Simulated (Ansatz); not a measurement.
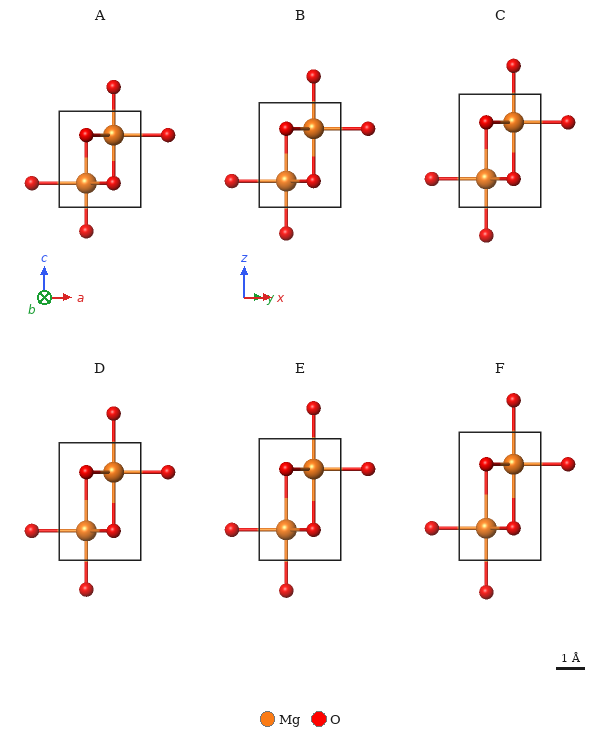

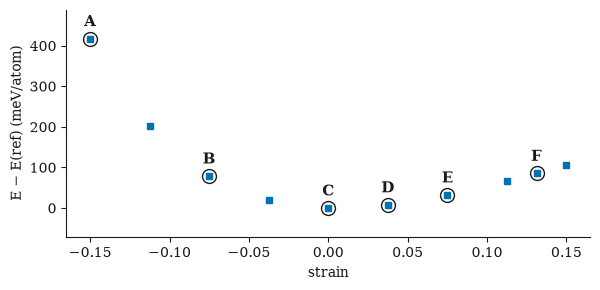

A scan of a crystal of MgO (P6_3/mmc): the cell is strained along z alone, with the atoms kept at their fractional coordinates. x, y and z are the Cartesian axes of the input. The lettered frames are marked on the plot. A ball-and-stick model of the cell of the calculation, seen along the b axis.

Level of theory: Ansatz, DFT PBEsol, scalar-relativistic, plane waves, PAW. Settings: plane-wave cutoff 420 eV; k-point mesh 9 × 9 × 6; occupations gaussian; smearing width 0.05 eV; no spin polarisation. Energies (free energies at the smearing named) are counted from the cell as listed in its source, which wasn't relaxed.

Read off the main features of the energy profile.

The lowest computed point lies at the strain 0.00 (0 meV/atom). The unrelaxed reference is under a pressure of 1.1 GPa, which tilts the curve. The distortion keeps the space group P6_3/mmc. At the strain −0.15 the cell of the drawing goes c 4.178 → 3.551 Å.
